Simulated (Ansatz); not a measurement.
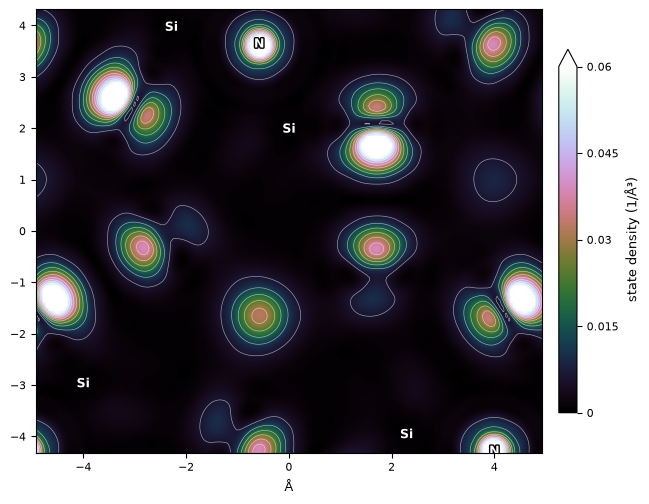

*Si3N4. Density of the Kohn–Sham states from −0.6 to 0.0 eV about the valence-band maximum (the top of the valence band), scaled to one electron a cell: a map on the (111) plane of the conventional cell.*

Space group I-43d.

Computed with DFT PBE, scalar-relativistic, plane waves, PAW in Ansatz.

In a PAW calculation such maps are meaningful between the atoms, not at the nuclei.

### Describe these states.

Löwdin projections on the PAW files' atomic orbitals give N 2p (95 %). In space (atomic cells sized by Bader volumes) the density divides as N over 95 % and Si little. It nearly vanishes midway along the shortest N–Si contact.
